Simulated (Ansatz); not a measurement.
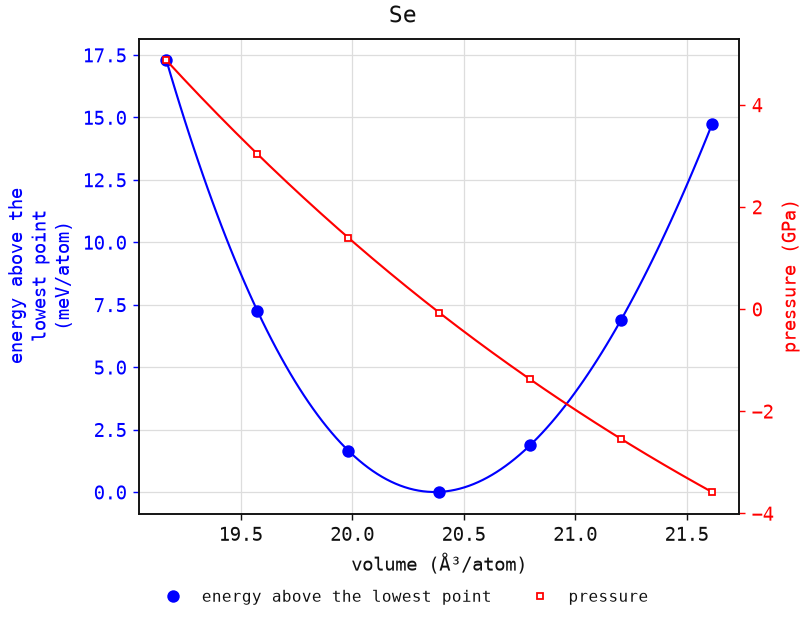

The plot gives the computed energy above the lowest point and pressure against volume for Se, space group Fm-3m (No. 225) (one of a set of cubic test structures, which need not be the stable phase).

How it was computed, with Ansatz 0.2.0 development build: equation of state of a cubic crystal from periodic Kohn-Sham density functional theory without spin, third-order Birch-Murnaghan fit to the free energies; pressure corrected for the finite basis. Level: PBE.

structure type fcc; atoms in cell 1; space group number 225; lattice centring face-centred primitive; k mesh 43×43×43; occupation method Fermi–Dirac; occupation width 0.06123 eV; wave cutoff 420 eV; datasets soft-1 PAW; density tolerance 1e−07 eV; bands 12; density cutoff ratio 4; search for lower states default.

Give the fitted equation-of-state parameters.

A third-order Birch–Murnaghan fit gives V0 = 20.37 Å³/atom, B0 = 69.5 GPa and B′ = 4.6.

Read off the course of the pressure.

It falls from 4.870 GPa at volume 19.17 Å³/atom to −3.584 GPa at 21.61 Å³/atom, and changes sign near 20.37 Å³/atom.

Caveats: cubic model structure, not the ambient form.
